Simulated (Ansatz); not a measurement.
```cif
data_structure
_symmetry_space_group_name_H-M 'P 1'
_symmetry_Int_Tables_number 1
_cell_length_a 3.3149
_cell_length_b 3.3149
_cell_length_c 58.3146
_cell_angle_alpha 90.000
_cell_angle_beta 90.000
_cell_angle_gamma 120.000
_cell_volume 554.93
loop_
_atom_site_label
_atom_site_type_symbol
_atom_site_fract_x
_atom_site_fract_y
_atom_site_fract_z
_atom_site_occupancy
Se1 Se 0.33333 0.66667 0.35394 1
W1 W 0.66667 0.33333 0.38242 1
Se2 Se 0.33333 0.66667 0.41092 1
Se3 Se 0.66667 0.33333 0.47150 1
W2 W 0.33333 0.66667 0.50000 1
Se4 Se 0.66667 0.33333 0.52850 1
Se5 Se 0.33333 0.66667 0.58908 1
W3 W 0.66667 0.33333 0.61758 1
Se6 Se 0.33333 0.66667 0.64606 1
```

Theory: Ansatz 0.2.0, DFT r2SCAN, scalar-relativistic, plane waves, PAW.

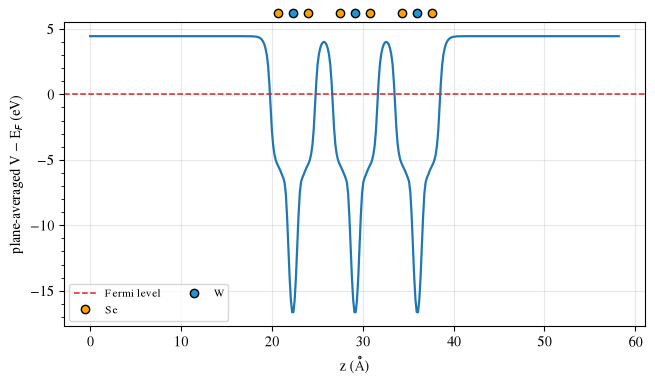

WSe$_{2}$ (slab). Plane average of the electrostatic potential (local pseudopotential plus Hartree) felt by an electron across the slab. Circles mark the heights of the atoms.

Core electrons are frozen (PAW), and the valence fields are smoothed inside the atomic spheres.

### How far above the Fermi level of the calculation is the vacuum level?

4.4 eV. The slab has a gap, so the Fermi level lies inside it and this isn't a work function in the metallic sense.

### How thick is the slab, and how wide the vacuum?

The outermost nuclei are 17.0 Å apart, in 9 atomic planes; the vacuum between periodic images is 41.3 Å wide.
